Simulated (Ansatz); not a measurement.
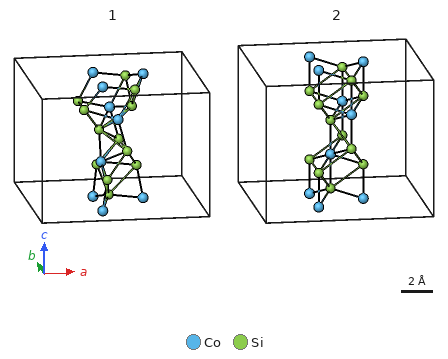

Two geometries of a wire of composition CoSi2, drawn at one scale. One is the start of a relaxation, the other its converged end. A ball-and-stick model of the cell of the calculation, with the vacuum cut short, seen from a free direction.

Computed with Ansatz 0.2.0, DFT PBE, scalar-relativistic, plane waves, PAW. Settings: plane-wave cutoff 420 eV; k-point mesh 1 × 1 × 6; occupations gaussian; smearing width 0.05 eV; no spin polarisation; cell relaxed at fixed a, b, alpha, beta, gamma; force threshold 0.02 eV/Å; at most 45 steps.

**Which one is relaxed?**

Structure 1 is the relaxed one. Case: wire along [1 1 1], 18 atoms a period. The largest moves relative to the centre of the atoms, 0.90 Å, are those of Si atoms. Largest moves by element: Si 0.90 Å, Co 0.66 Å. Along the periodic axis the drawn cell goes c 9.284 → 8.423 Å (−9.3 %). Among the contacts that change: Si–Si 3.790 → 2.513 Å, Si–Si 2.680 → 3.657 Å, Si–Si 3.790 → 2.917 Å, Si–Si 3.790 → 3.063 Å. Bond angles that change, for instance: Si–Co–Si 180.0° → 136.0°, Si–Co–Si 70.5° → 113.8°, Co–Si–Co 109.5° → 69.4°. After 20 accepted moves (21 points after the start) the energy has fallen by 3.137 eV per cell of the calculation. Largest force component: 1.4 eV/Å at the start, 0.015 eV/Å at the end. The SCF was repeated once at an unchanged geometry on a basis and grid sized afresh for the cell, which shifted the energy by 5.9 meV per cell of the calculation at most. Cost: 8.1 min on 4 threads of Intel(R) Xeon(R) Platinum 8259CL CPU @ 2.50GHz (Skylake/Cascade Lake), with other jobs on the host, peak memory 2.6 GiB.

Limits of the set-up: an element that often carries a moment was run without spin polarisation.
